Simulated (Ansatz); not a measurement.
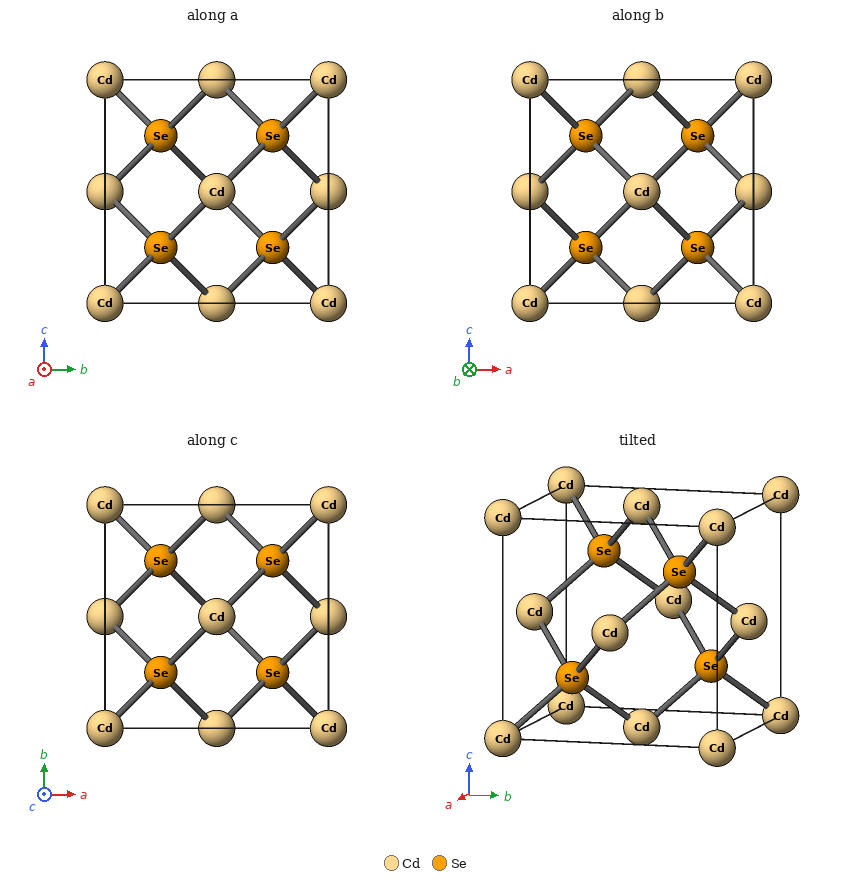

Figure: ball-and-stick view along the a axis, along the b axis, along the c axis and slightly off an axis. The edges of the conventional unit cell are marked.

Lattice parameters: a = 6.063 Å, b = 6.063 Å, c = 6.063 Å, α = 90.00°, β = 90.00°, γ = 90.00°. Put a along x and b in the xy plane.

Q: Convert the drawing into a POSCAR file.

A:
```
Cd Se
1.0
     6.063    0.000    0.000
     0.000    6.063    0.000
     0.000    0.000    6.063
Cd Se
4 4
Direct
  0.0000 0.0000 0.0000
  0.0000 0.5000 0.5000
  0.5000 0.0000 0.5000
  0.5000 0.5000 0.0000
  0.2500 0.2500 0.7500
  0.2500 0.7500 0.2500
  0.7500 0.2500 0.2500
  0.7500 0.7500 0.7500
```

The model was built from a structure type filled with these elements by a generator (whether the compound takes this form wasn't checked). The cell was then strained or its atoms displaced on purpose. It went into a calculation with Ansatz.
